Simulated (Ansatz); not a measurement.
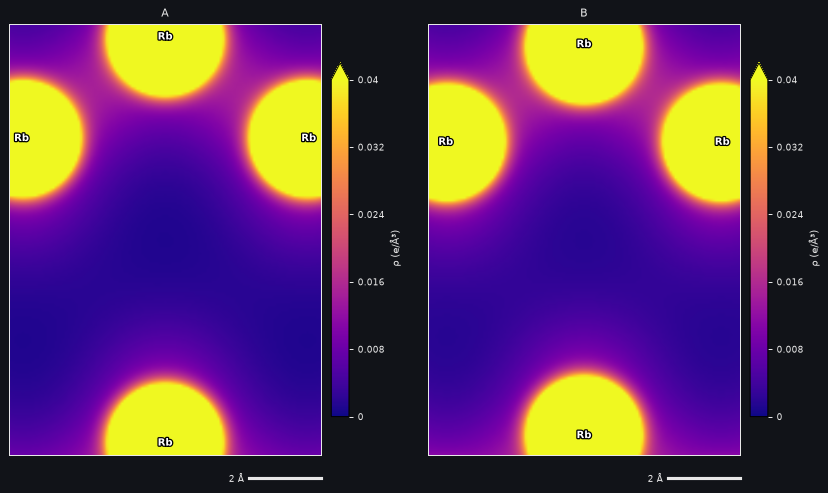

Rb. The valence electron density of two cells that differ in size, on the (11̄0) plane of each (indices in the axes of the calculation cell), at one length scale and on one colour scale; one has 158.8 and the other 177.9 Å³ an atom.

Theory: DFT, RPBE, plane waves (420 eV) with PAW, scalar-relativistic in Ansatz 0.2.0.

In a PAW calculation such maps are meaningful between the atoms, not at the nuclei.

Q: Which is the denser cell? Describe the effect of the change.

A: Panel B is the smaller cell, by 11 % in volume. From the larger cell to the smaller, Rb–Rb goes from 4.87 to 4.69 Å, and the density at its midpoint from 0.01 to 0.02 e/Å³, the ELF there from 0.25 to 0.15.
